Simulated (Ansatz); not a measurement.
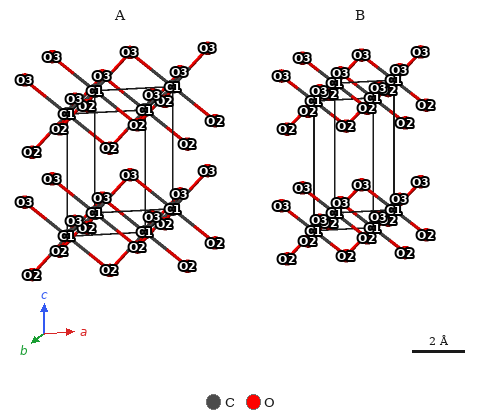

Two geometries of a crystal of CO₂ (built on the ZrS2-164 type type), drawn at one scale. One is the start of a relaxation, the other its converged end. The picture is a ball-and-stick view of the cell of the calculation, seen from a free direction.

Computed with Ansatz, DFT, PBEsol, plane waves, PAW. (plane-wave cutoff 420 eV; k-point mesh 9 × 9 × 4; occupations fermi dirac; smearing width 0.03 eV; no spin polarisation; cell and atoms relaxed; force threshold 0.01 eV/Å; at most 120 steps)

Which of the two is the end point?

Structure B is the relaxed one. The energy falls by 2235 meV per atom in 13 accepted moves (15 points after the start). The largest force component goes from 3.7 to 0.00093 eV/Å. Pressure: −40.41 GPa at the start and −0.01 GPa at the end. At 2 points the geometry stayed and the basis and grid were re-selected for the new cell (energy shift of 3.3 meV per atom at most each time). The largest moves relative to the cell, 0.40 Å, are those of O2 and O3. O2 goes along +c. C stays in place. Cell: a = b 3.083 → 2.345 Å (−23.9 %), c 5.045 → 5.353 Å (+6.1 %). Volume −38.6 %. Some distances before and after: C1–O2 2.147 → 1.612 Å. The space group stays P-3m1 (No. 164). Cost: 9.1 s on 2 threads of Arm Neoverse V2, with other jobs on the host, peak memory 0.3 GiB.

Limits of the set-up: layers or molecules are held without a dispersion correction, so their spacing is unreliable.
